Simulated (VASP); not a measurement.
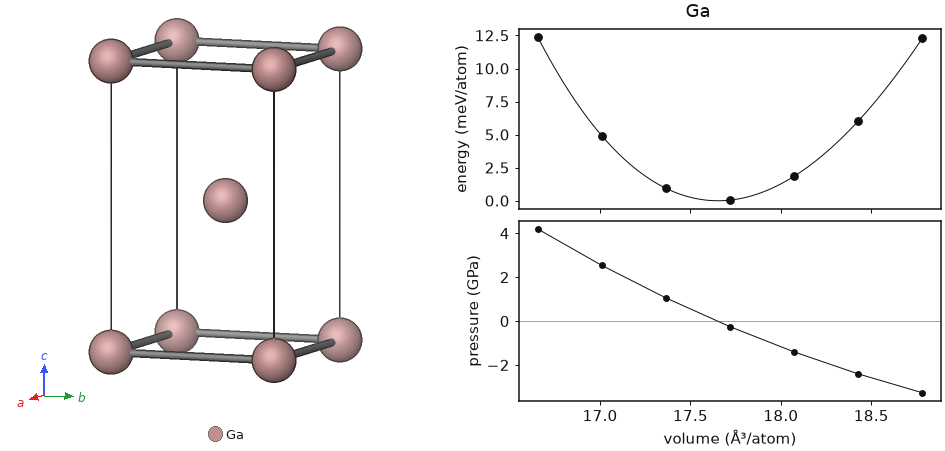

The figure shows the energy and pressure against volume for Ga, space group I4/mmm (No. 139). The conventional cell is drawn beside the plot.

The given structure:
```yaml
crystal:
  lattice:
    - [-1.38440, 1.38440, 2.31122]
    - [1.38440, -1.38440, 2.31122]
    - [1.38440, 1.38440, -2.31122]
  atoms:
    - { symbol: Ga, position: [0.00000, 0.00000, 0.00000] }
```

Calculation (VASP 6.6.1): plane-wave DFT, no spin polarisation; energies at scaled volumes of the given cell, shape and fractions fixed, counted from the fit's minimum, third-order Birch-Murnaghan fit. Level: PBEsol.

```csv
setting,value
k mesh,13×13×13
occupations,Fermi–Dirac
smearing width,0.05 eV
potentials,"VASP PAW PBE potentials, recommended"
wave cutoff,520 eV
```

### What equilibrium volume and bulk modulus follow from the curve?

A third-order Birch–Murnaghan fit gives V0 = 17.65 Å³/atom, B0 = 62.2 GPa and B′ = 5.5.

### How does the pressure vary with volume?

It falls from 4.20 GPa at volume 16.66 Å³/atom to −3.26 GPa at 18.78 Å³/atom, and changes sign near 17.65 Å³/atom.

Note: shape and atomic fractions are frozen while scaling, which makes layered, chain and framework solids too stiff.
